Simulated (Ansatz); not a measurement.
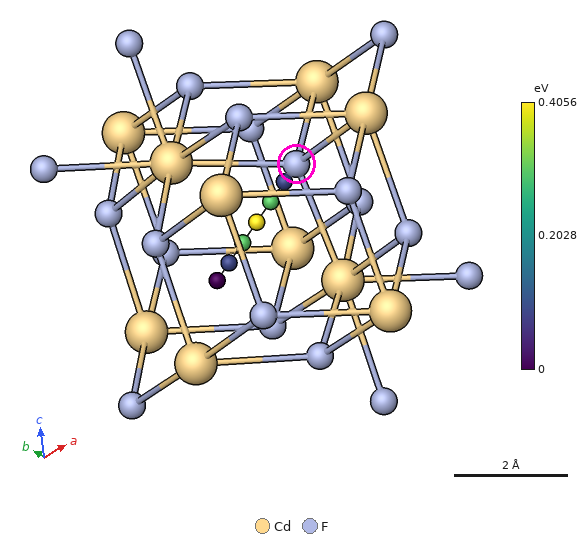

NEB run on a defect cell of composition Cd₈F₁₅ with an F vacancy (23 atoms in the cell). Images are numbered from 0 (start) to 6 (end). The start is drawn whole; smaller spheres mark the moving atoms (F) in the later images, joined by lines and coloured by the energy of the image relative to the start. The picture is a ball-and-stick view of the atoms within 4.9 Å of the middle of the path, seen slightly off an axis. The moving atom is ringed, with any periodic copies. Bonds to atoms that aren't drawn are left out.

Method: Ansatz 0.2.0, DFT, PAW plane waves, PBE. Settings: plane-wave cutoff 420 eV; k-point mesh 2 × 2 × 2; Gaussian smearing 0.1 eV; 5 movable images; climbing image; force threshold 0.05 eV/Å; iteration limit 40.

Q: Describe the path and its energy.

A: It is a vacancy jump: a nearby atom moves into the empty site and leaves its own site empty. An F atom travels furthest, 2.51 Å from end to end, along [−1 1 −1], on a straight line. At the highest image its nearest neighbour (Cd) is 2.10 Å away, against 2.29 Å at the start, and the surrounding atoms stand up to 0.17 Å off the mean of their end positions. The two ends have the same energy, and the highest point, image 3, lies 0.41 eV above the start. The band converged in 4 iterations. The largest component of the band force went from 2.7 to 0.033 eV/Å. The climbing image converged on the top of the path. Its curvatures weren't checked.

Limits of the set-up: the cell has an odd number of electrons but was run without spin polarisation; the k-point mesh is coarse for a cell with partly filled bands; the periodic images lie only 7.6 Å apart, so the values are limited by the cell's size.
